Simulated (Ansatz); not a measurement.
Run report: SnO2, single-point calculation

The run: single-point calculation of SnO2 (P1, 6 atoms in the cell). Method and program: DFT r2SCAN, scalar-relativistic, plane waves, PAW, no spin polarisation (Ansatz 0.2.0).

The structure derives from a Materials Project entry. It belongs to a series of runs on one base structure; here: all O atoms moved 0.1 A in one direction. Figures and captions count atoms from 1; the log counts them from 0 in places.

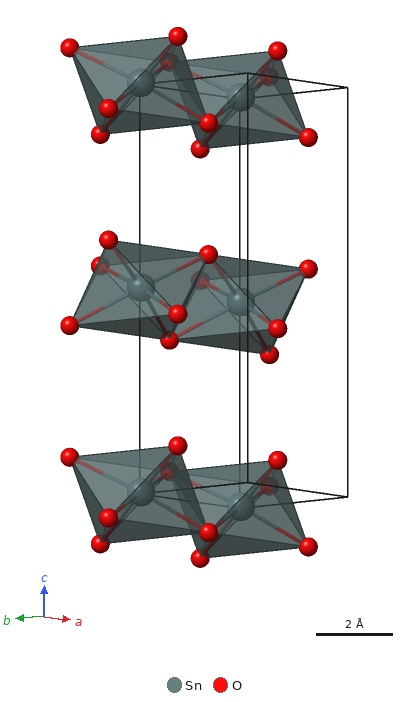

Fig. 1: The structure (polyhedral view of the cell of the calculation, seen at an oblique angle; polyhedra are completed across the faces of the cell). An atom can appear more than once, as a periodic image.

### Input
```yaml
crystal:
  lattice:
    - [3.1886189772, 0.0, 0.0]
    - [-1.5943094886, 2.7614250372, 0.0]
    - [0.0, 0.0, 11.1094157922]
  atoms:
    - { symbol: Sn, position: [-0.00865465, -0.019970706, 0.503350134] }
    - { symbol: Sn, position: [-0.00865465, -0.019970706, 0.003350134] }
    - { symbol: O, position: [0.6709939917, 0.3433186863, 0.4090921968] }
    - { symbol: O, position: [0.6709939917, 0.3433186863, 0.0875576692] }
    - { symbol: O, position: [0.3376606583, 0.6766520196, 0.5875576692] }
    - { symbol: O, position: [0.3376606583, 0.6766520196, 0.9090921968] }
basis:
  ecutwfc: 500
kpoints:
  mp_grid: { grid: [12, 12, 2] }
hamiltonian:
  xc: r2scan
scf:
  occupations: { method: gaussian, width: 0.05 }
output:
  forces: true
  stress: true
  eigenvalues: true
  write_density: true
  write_potential: true
  elf: true
  volumetric_format: npy
```

Run on 1 thread of Arm Neoverse V1, 24 GiB of memory available, shared host.

Launch command:
```bash
ansatz run input.yaml --threads 1 --pin off --max-ram 2560MiB --backend cpu --events-out ev --progress --plain --runs-dir out
```

### What the program printed
```
Engine: ansatz 0.2.0, aarch64-unknown-linux-gnu
Pseudopotentials: kind: paw
Pseudopotential: Sn, paw, valence charge 14, recommended cutoff 500 eV (meta_gga), Sn.paw.azcp
Pseudopotential: O, paw, valence charge 6, recommended cutoff 500 eV (meta_gga), O.paw.azcp
Functional definition: r2SCAN
  parameter k0 = 0.174
  parameter k1 = 0.065
  parameter a1 = 4.9479
  exchange = r2scan_x(k0 = k0, k1 = k1, a1 = a1)
  correlation = r2scan_c
Crystal: 6 atoms, lattice volume = 97.820 Å³
Basis set: ecut = 500 eV, 2507 PW (Γ), exchange–correlation on 96×96×360 points (64 copies of the dense FFT grid, shifted against one another)
Bands: 32, of which v1, the nominal top of the filled ones, is band 26 counted from 1 (25 counted from 0)
Symmetry: 1 space group operations
Space group: P1 (ITA 1), of the structure as read, at distance tolerance 4.6e-5 Å
k-points: 148 of 288 (time reversal used)
Non-local potential: Sn, projectors of the file, l = 0: 2, l = 1: 2, l = 2: 2, l = 3: 2
Non-local potential: O, projectors of the file, l = 0: 2, l = 1: 2, l = 2: 1
PAW form: soft (Blöchl's): semilocal exchange-correlation on the pseudo side does not see the compensation charge
PAW frozen core: Sn, regenerated for the run's functional (the file was generated under x = pbe(κ = 0.804, μ = 0.2195149727645171), c = pbe(β = 0.06672455060314922))
PAW frozen core: O, regenerated for the run's functional (the file was generated under x = pbe(κ = 0.804, μ = 0.2195149727645171), c = pbe(β = 0.06672455060314922))
PAW one-centre angular grid: Sn, 590 points (default); XC on 249 of its mesh's 2787 points in the sphere
PAW one-centre angular grid: O, 302 points (default); XC on 160 Gauss nodes
Initial density: superposition of atomic densities (neutral atoms: chi_scale 0, normalization atom), corrected by the library's trained network
Initial wavefunctions: pseudopotential atomic-orbital guess
Functional: x = r2scan, c = r2scan; τ floored in thin density (d = 2e-4 eV/Å³)
SCF iter   1: F=—  HF=-14350.705908 eV  |F-HF|=—  |Δ(HF+E_count)|=         —  Δρ=9.66e-3  dr2=8.64e-2  dr2_τ=2.62e-1  ethr=1.77e-3  ⟨swp⟩=7.0  Hψ=22513  notcnv=0
preconditioner: auto → Resta (q_TF=auto, 2.456 Å⁻¹)  ε∞=2.8  [insulator: Δε(μ)=3.070 eV  Ē_g=19.994 eV  σ=0.050 eV  W_gap=1.00  n_scr=26 (ndim 8)  ℏωp=27.1 eV  f_vac=0.279  D(μ)=0.00/eV (n_scr^D=0)  ε∞_Penn≈2.8]
SCF iter   2: F=—  HF=-14350.823806 eV  |F-HF|=—  |Δ(HF+E_count)|=   1.18e-1  Δρ=5.52e-3  dr2=1.90e-2  dr2_τ=1.78e-3  ethr=1.66e-4  ⟨swp⟩=2.6  Hψ=8966  notcnv=0  defer=275
SCF iter   3: F=—  HF=-14350.822488 eV  |F-HF|=—  |Δ(HF+E_count)|=   1.32e-3  Δρ=2.16e-3  dr2=4.35e-3  dr2_τ=5.99e-4  ethr=3.65e-5  ⟨swp⟩=2.0  Hψ=6609  notcnv=0  defer=275
SCF iter   4: F=—  HF=-14350.821834 eV  |F-HF|=—  |Δ(HF+E_count)|=   6.55e-4  Δρ=7.80e-4  dr2=5.01e-4  dr2_τ=1.05e-4  ethr=8.36e-6  ⟨swp⟩=2.0  Hψ=6428  notcnv=0  defer=275
SCF iter   5: F=—  HF=-14350.821779 eV  |F-HF|=—  |Δ(HF+E_count)|=   5.48e-5  Δρ=1.70e-4  dr2=2.63e-5  dr2_τ=1.74e-6  ethr=9.63e-7  ⟨swp⟩=2.0  Hψ=6184  notcnv=0  defer=275
SCF iter   6: F=—  HF=-14350.821801 eV  |F-HF|=—  |Δ(HF+E_count)|=   2.21e-5  Δρ=5.56e-5  dr2=3.61e-6  dr2_τ=2.34e-7  ethr=5.05e-8  ⟨swp⟩=2.1  Hψ=6796  notcnv=0  defer=275
SCF iter   7: F=—  HF=-14350.821802 eV  |F-HF|=—  |Δ(HF+E_count)|=   4.13e-7  Δρ=1.43e-5  dr2=2.34e-7  dr2_τ=1.87e-8  ethr=6.95e-9  ⟨swp⟩=2.1  Hψ=7105  notcnv=0  defer=275
SCF iter   8: F=—  HF=-14350.821802 eV  |F-HF|=—  |Δ(HF+E_count)|=   2.61e-7  Δρ=1.29e-5  dr2=1.77e-7  dr2_τ=1.62e-8  ethr=1.92e-10  ⟨swp⟩=17.0  Hψ=40659  notcnv=0
SCF iter   9: F=-14350.821802 eV  HF=-14350.821802 eV  |F-HF|=6.91e-11  |Δ(HF+E_count)|=   2.03e-9  Δρ=3.70e-6  dr2=1.50e-8  dr2_τ=1.75e-9  ethr=1.92e-10  ⟨swp⟩=8.6  Hψ=34778  notcnv=0
SCF 1 converged in 9 iterations: F = -14350.821802 eV  dr2 = 1.50e-8
  greatest PAW one-centre occupation: 0.996 electrons in one spin orbital (limit 2), on the Sn atom at site 1 (counted from 0), in its partial waves of l = 2
```

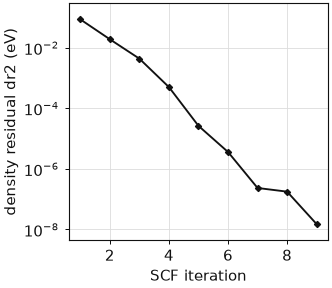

Fig. 2: Convergence of the self-consistent field: density residual dr2 against the SCF iteration. The residual falls at every step.

```
SCF converged after 9 iterations
Free energy (F): -14350.821802 eV
Harris-Foulkes:  -14350.821802 eV  (|F-HF|=6.91e-11)
Internal energy: -14350.821802 eV  (E = F + TS)
E sigma→0 (E₀):  -14350.821802 eV
Fermi energy:    5.505650 eV
--- Per-component energies (eV) ---
  E_band       = -392.761448
  E_kinetic    = 1083.467310
  E_local      = -5317.893211  (includes V_loc(G=0)·N_el)
  E_nonlocal   = 130.454962
  E_hartree    = 2603.687329
  E_xc         = -1036.291928
  E_vxc        = -624.321299  (∫ρ·V_xc dr)
  E_paw        = -8982.562732  (= ΣΔE_a)
  E_vpaw       = -912.163700  (= ΣTr[D̂ρ^β])
  E_aug_tail   = 0.004053  (compensation charges beyond the density's cutoff)
  E_vtau       = 40.314302  (kinetic-family band-sum trace: ∫τ·v_τ [+ j·A + Jᵃ·Aᵃ] dr)
  E_ewald      = -2833.030461
  E_core_change = 1.342876  (= ΣΔE_core)
  E_smearing   = -0.000000  (= −TS)
  E_closure    = 0.000000  (closes the sum)
  Σ components = -14350.821802   (vs F -14350.821802, Δ=0.00e0)
--- Forces (eV/Å), atoms counted from 1 ---
  atom   1  Sn    -0.11161146     1.33123918    -1.34367063
  atom   2  Sn    -0.09932571     1.41107207    -1.38189087
  atom   3  O      0.02826725    -0.64364066     0.57016631
  atom   4  O      0.04271340    -0.95128139     0.79506109
  atom   5  O      0.08334589    -0.68758627     0.77348199
  atom   6  O      0.05661126    -0.45979404     0.58685290
  max |Σ_I F_I| component: 8.90e-6 eV/Å
--- Stress (GPa, compression-positive) ---
        0.789469      -0.054263       0.047514
       -0.054263       1.511736      -0.617745
        0.047514      -0.617746       0.368759
  P = ⅓ Tr σ = 0.8900 GPa (8.900 kbar)
--- Band table (eV; the first three rows and the last of 148) ---
  k-point 0: bands = ["-16.6797", "-16.6750", "-16.3337", "-16.3240", "-16.2915", "-16.2804", "-16.0517", "-16.0510", "-16.0456", "-16.0454", "-14.9121", "-14.8983", "-13.1718", "-13.1478", "0.3371", "0.5380", "2.4108", "2.4193", "2.6145", "2.6214", "3.0198", "3.2429", "3.2451", "3.4177", "3.4276", "3.4944", "6.9961", "7.6123", "10.4328", "10.8157", "14.4500", "14.5016"]
  k-point 1: bands = ["-16.6796", "-16.6751", "-16.3337", "-16.3240", "-16.2915", "-16.2804", "-16.0517", "-16.0510", "-16.0456", "-16.0454", "-14.9064", "-14.9040", "-13.1600", "-13.1595", "0.4322", "0.4322", "2.4108", "2.4194", "2.6145", "2.6216", "3.2079", "3.2365", "3.2461", "3.2852", "3.4276", "3.4372", "7.3003", "7.3007", "10.6341", "10.6347", "14.4807", "14.4837"]
  k-point 2: bands = ["-16.6548", "-16.6510", "-16.4002", "-16.3872", "-16.2753", "-16.2631", "-16.0709", "-16.0679", "-16.0467", "-16.0460", "-14.8714", "-14.8567", "-13.0379", "-13.0143", "0.2182", "0.3775", "2.0745", "2.2385", "2.2760", "2.4330", "2.9231", "3.1196", "3.3200", "3.4075", "3.4615", "3.6616", "7.3936", "7.9462", "10.6651", "11.0911", "14.3094", "14.6338"]
  k-point 147: bands = ["-17.3778", "-17.3710", "-16.2311", "-16.2189", "-16.1965", "-16.1930", "-16.0070", "-16.0064", "-15.9203", "-15.9192", "-13.8579", "-13.8447", "-11.7104", "-11.6969", "-2.4382", "-2.3655", "-0.3732", "-0.3194", "0.8434", "0.8627", "2.6679", "2.6789", "3.5918", "3.6135", "3.7737", "3.7820", "10.3274", "10.3390", "12.3628", "12.3670", "15.0150", "15.0934"]
```

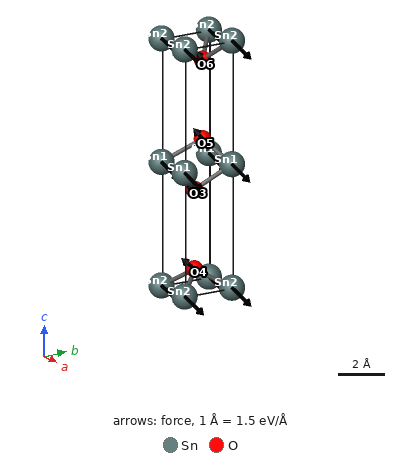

Fig. 3: Forces on the atoms as black arrows (ball-and-stick view of the cell of the calculation, seen slightly off an axis; atoms are numbered from 1 in the order of the input). The largest act on Sn2 (1.98 eV/Å); Sn1 (1.89 eV/Å); O4 (1.24 eV/Å); O5 (1.04 eV/Å), among others. The geometry is not a stationary point of this energy.

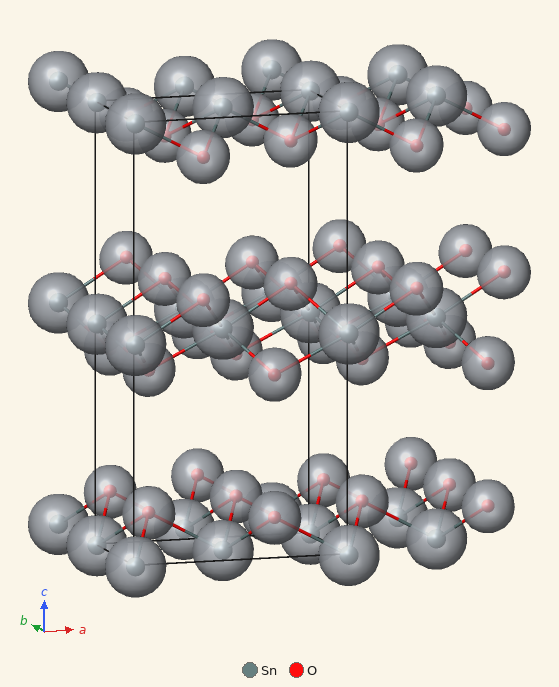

Fig. 4: Isosurface of the valence pseudo-density at 1.5 e/Å³ (grey), seen slightly off an axis. Sticks mark near contacts. The outline is the cell set on symmetry axes. At this value the density breaks into separate islands; it holds about 60 % of the electrons treated as valence (semicore included). It is pinched off along the Sn–O (1.99 Å), Sn–O (2.03 Å), Sn–O (2.08 Å) and Sn–O (2.14 Å) contacts. On the grid the lowest density along these lines, outside the cores, is 0.77 e/Å³ (Sn–O, 1.99 Å), 0.71 e/Å³ (Sn–O, 2.03 Å), 0.65 e/Å³ (Sn–O, 2.08 Å) and 0.57 e/Å³ (Sn–O, 2.14 Å). In a PAW calculation such maps are meaningful between the atoms, not at the nuclei.

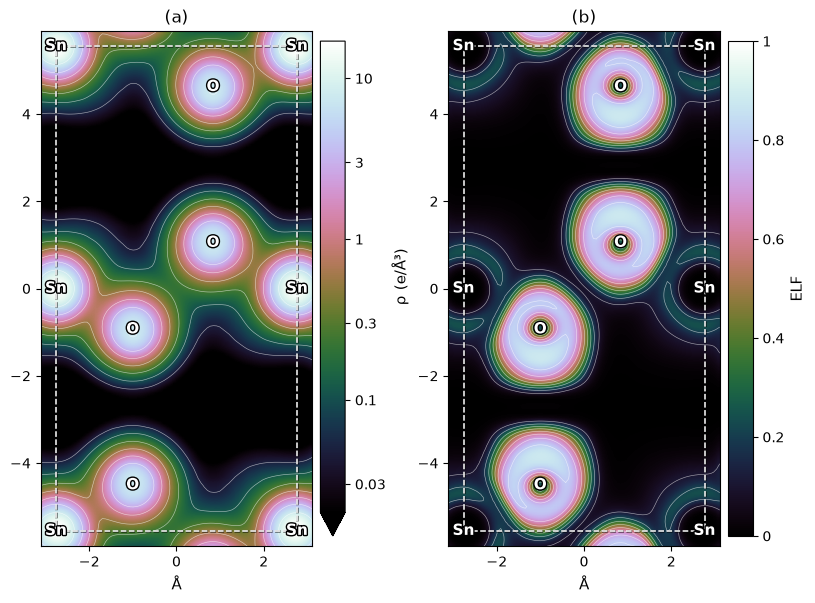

Fig. 5: (a) valence pseudo-density; (b) ELF on the (010) plane of the conventional cell. Sn–O (1.99 Å): the density is about 0.77 e/Å³ at the midpoint; the ELF is about 0.25 at the midpoint. Sn–O (2.05 Å): the density is about 0.7 e/Å³ at the midpoint; the ELF is about 0.25 at the midpoint. Sn–O (2.14 Å): the density is about 0.57 e/Å³ at the midpoint; the ELF is about 0.25 at the midpoint. Sn–O (2.19 Å): ρ at the midpoint is about 0.52 e/Å³; the ELF is about 0.25 at the midpoint. The density dies away to nearly zero in the voids.

### Key numbers

```json
{"quantity": "outcome", "value": "converged"}
{"quantity": "space group (tolerance 0.01 Å)", "value": "P1 (1)"}
{"quantity": "electrons treated", "value": "52"}
{"quantity": "free energy", "value": "−14350.8218 eV"}
{"quantity": "Fermi energy", "value": "5.506 eV"}
{"quantity": "gap on the k-point mesh", "value": "2.98 eV"}
{"quantity": "pressure", "value": "0.89 GPa"}
{"quantity": "largest force (length of the vector)", "value": "1.978 eV/Å"}
{"quantity": "wall time", "value": "3 min"}
{"quantity": "peak memory", "value": "0.77 GiB"}
```
